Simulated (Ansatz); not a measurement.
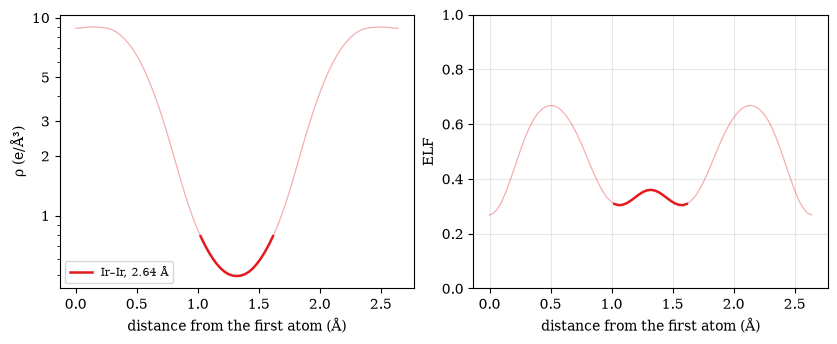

The picture shows: Ir. Valence pseudo-density and electron localisation function along straight lines between neighbouring atoms. Thin, pale parts lie inside the atomic spheres.

Space group Im-3m; set up as Ir, bcc; a generated structure, not necessarily the stable one; changed on purpose from its base cell (volume × 0.96); computed pressure about 15 GPa in this cell; spin-polarised.

The calculation used DFT, m-r2SCAN, plane waves (500 eV) with PAW, scalar-relativistic in Ansatz.

The density is the valence pseudo-density of a PAW calculation; it isn't the true density close to the nuclei.

### What can be read from the curves?

Ir–Ir (2.64 Å): ρ at the midpoint is about 0.49 e/Å³; the ELF is about 0.35 at the midpoint.
